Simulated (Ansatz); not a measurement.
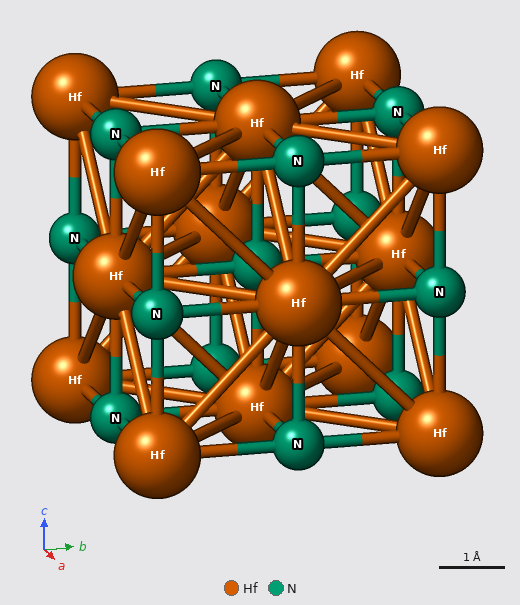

Reference structure: a crystal of HfN (set up in Fm-3m). A ball-and-stick model of the conventional cell (2 times the calculation's cell), seen slightly off an axis. Lengths and directions refer to the drawn axes.

The calculation used DFT r2SCAN, scalar-relativistic, plane waves, PAW in Ansatz. (plane-wave cutoff 500 eV; k-point mesh 16 × 16 × 12; occupations gaussian; smearing width 0.1 eV; no spin polarisation)

The variant: Biaxial strain in the a–b plane, +1.5 %, is applied. The c axis and the atoms are relaxed.

What is the effect?

It costs 10.5 meV per atom. Pressure: 0.0 GPa before, −6.3 GPa after. The principal stresses (compression positive) are 0.0 GPa along c and −9.4 GPa across it. The volume changes by +2.5 %, with a = b 4.525 → 4.593 Å (+1.5 %), c 4.525 → 4.500 Å (−0.6 %). No atom moves by more than 0.005 Å relative to the cell. Near-neighbour distances before and after: Hf–Hf 3.200 → 3.215 to 3.248 Å, Hf–N 2.263 → 2.250 to 2.297 Å. The space group (tolerance 0.01 Å) goes from Fm-3m (No. 225) to I4/mmm (No. 139).

The changed structure in the same view:

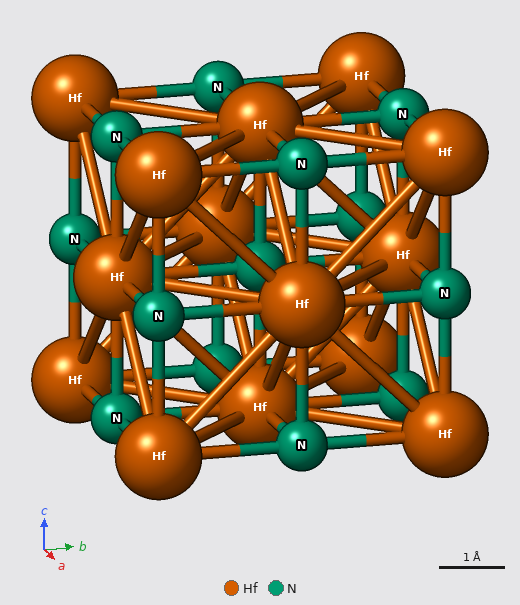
